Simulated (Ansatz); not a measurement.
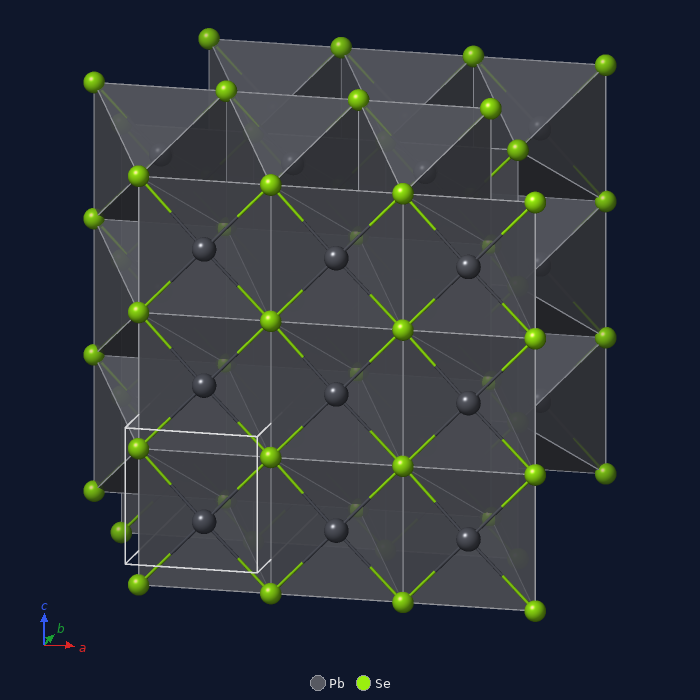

Polyhedra are drawn about Pb (bonds: Pb–Se below 3.5 Å); other atoms are plain spheres.

PbSe (space group Cmcm, No. 63). Coordinates: the geometry relaxed with DFT r2SCAN, scalar-relativistic, plane waves, PAW (Ansatz).

Sharing among the drawn polyhedra:

| site | polyhedron | corner-sharing neighbours | edge-sharing | face-sharing | bond (Å) |
| --- | --- | --- | --- | --- | --- |
| Pb | PbSe5 square pyramid | 4 | 8 | 0 | 2.81–3.10 |

They form layers of corner- and edge-sharing square pyramids parallel to (010).
